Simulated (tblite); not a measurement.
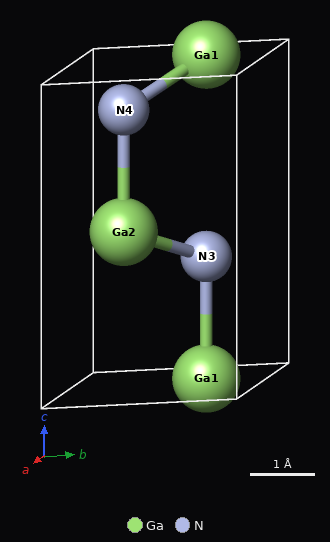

The structure as given in the input (ball-and-stick view of the cell of the calculation, seen slightly off an axis; atoms are numbered from 1 in the order of the input). Near neighbours in the crystal (not all of them lie inside the picture): Ga has 4 N at 1.95 Å; N has 4 Ga at 1.95 Å.

## GaN: single-point calculation

The run: single-point calculation of GaN (4 atoms in the cell). Method and program: with the settings of its input (tblite 0.8.0).

The structure derives from an entry of the Crystallography Open Database. Some settings of this run were made unusual or wrong on purpose. The geometry comes from this level: r2SCAN.

Input file:
```python
import json
from ase import Atoms
from ase.build import make_supercell
from ase.units import Bohr, GPa, Hartree
from tblite.interface import Calculator

atoms = Atoms(['Ga', 'Ga', 'N', 'N'],
              cell=[[3.18315, -0.0, -0.0], [-1.591575, 2.756688, 0.0], [-0.0, 0.0, 5.183626]],
              scaled_positions=[[0.333333, 0.666667, -0.000887], [0.666667, 0.333333, 0.499113], [0.333333, 0.666667, 0.375887], [0.666667, 0.333333, 0.875887]],
              pbc=True)
cluster = make_supercell(atoms, [[1, 0, 0], [0, 1, 0], [0, 0, 1]])
calc = Calculator('GFN1-xTB', cluster.numbers, cluster.positions / Bohr, lattice=cluster.cell[:] / Bohr, periodic=cluster.pbc)
calc.set('temperature', 0.02 / Hartree)
calc.set('max-iter', 150)
res = calc.singlepoint()
levels = res.get('orbital-energies') * Hartree
nv = round(res.get('orbital-occupations').sum() / 2)
cells = len(cluster) // len(atoms)
out = {'energy_per_cell': res.get('energy') * Hartree / cells, 'homo': levels[nv - 1], 'lumo': levels[nv],
       'stress': (-res.get('virial') * Hartree / cluster.get_volume() / GPa).tolist(), 'charges': res.get('charges')[:len(atoms)].tolist(), 'electrons': 2 * nv / cells}
json.dump(out, open('results.json', 'w'))
for key, value in out.items():
    print(key, value)
```

Machine: 1 thread of Arm Neoverse V2, 24 GiB of memory available, shared host.

Launch command:
```bash
python run.py
```

Output:
```
------------------------------------------------------------
  cycle        total energy    energy error   density error
------------------------------------------------------------
      1     -4.316414804072  -4.3220160E+00   1.3149129E+00
      2     -6.717956691055  -2.4015419E+00   6.3728234E-01
      3     -8.080625501504  -1.3626688E+00   1.3540656E-01
      4     -8.089086482692  -8.4609812E-03   7.4608820E-02
      5     -8.089447617733  -3.6113504E-04   1.7882572E-02
      6     -8.089800691446  -3.5307371E-04   1.1116858E-02
      7     -8.090062645701  -2.6195425E-04   1.5758431E-03
      8     -8.090067269977  -4.6242759E-06   4.3875866E-04
      9     -8.090067568741  -2.9876407E-07   8.2667571E-06
------------------------------------------------------------

 total:                                   0.314 sec
energy_per_cell -220.14195157621555
homo -17.988854684233253
lumo -17.988849881828443
stress [[138.72489838157728, -0.00876906500714571, -6.24357071103201e-05], [-0.00876906500713443, 138.71454498997545, 3.604781977072467e-05], [-6.24357071129885e-05, 3.6047819772389676e-05, 119.18119439079828]]
charges [0.3619332887171641, 0.3619421145204627, -0.3619293757119595, -0.361946027525635]
electrons 16.0
```

What the run reported:

```tsv
quantity	value
outcome	converged
space group (tolerance 0.01 Å)	P6₃mc (186)
electrons treated	16
total energy	−220.1420 eV
band gap	none (metallic)
pressure	132.21 GPa
wall time	0.99 s
peak memory	0.091 GiB
```

Diagnosis:

Some settings of this run were drawn to be unusual or wrong. It converged; results that depend on the unusual settings are not reference values.
